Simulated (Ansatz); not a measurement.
W

Input file:

```
crystal:
  lattice:
    - [0.0, -2.03, -2.03]
    - [0.0, 2.03, -2.03]
    - [4.06, 0.0, 0.0]
  atoms:
    - { symbol: W, position: [0.4303343073, 0.5, 0.5] }
    - { symbol: W, position: [0.0696656927, 0.0, 0.0] }
basis:
  ecutwfc: 420
kpoints:
  mp_grid: { grid: [16, 16, 12] }
hamiltonian:
  xc: pbesol
scf:
  occupations: { method: gaussian, width: 0.15 }
output:
  forces: true
  stress: true
  eigenvalues: true
  write_density: true
  write_potential: true
  elf: true
  volumetric_format: npy
```

Run with:

```sh
ansatz run input.yaml --threads 2 --pin off --max-ram 5120MiB --backend cpu --events-out ev --progress --plain --runs-dir out
```

Below, planes, directions and counts refer to the conventional cell (a = 2.87 Å, b = 4.06 Å, c = 2.87 Å, α = 90.00°, β = 90.00°, γ = 90.00°).

Space group Pmmn; not relaxed (largest force 0.9 eV/Å); computed pressure about −5 GPa in this cell.

These are results of DFT PBEsol, scalar-relativistic, plane waves, PAW (Ansatz), not measurements.

Question: What will maps of the valence pseudo-density and electron localisation function show?

Answer: W–W (2.87 Å): ρ at the midpoint is about 0.34 e/Å³; the ELF is about 0.40 at the midpoint.

Question: Does the calculation make it a metal, or give it a gap?

Answer: It is metallic or semimetallic at this level of theory: no gap opens.

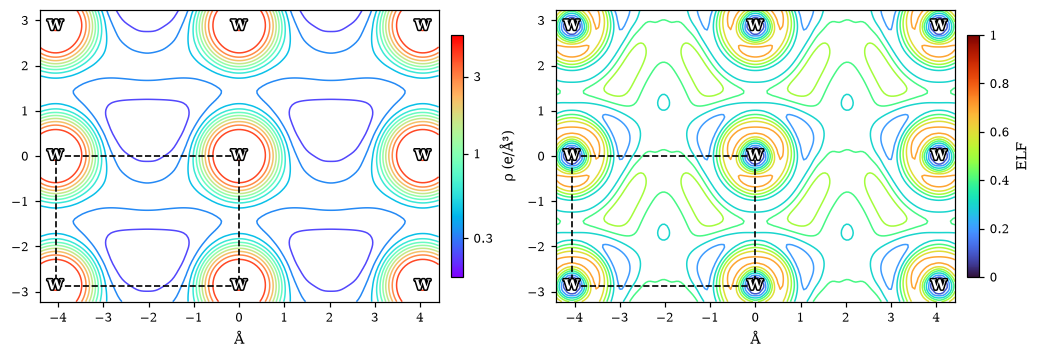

Computed valence pseudo-density and electron localisation function on the (100) plane of the conventional cell, in this order. 

In a PAW calculation such maps are meaningful between the atoms, not at the nuclei.
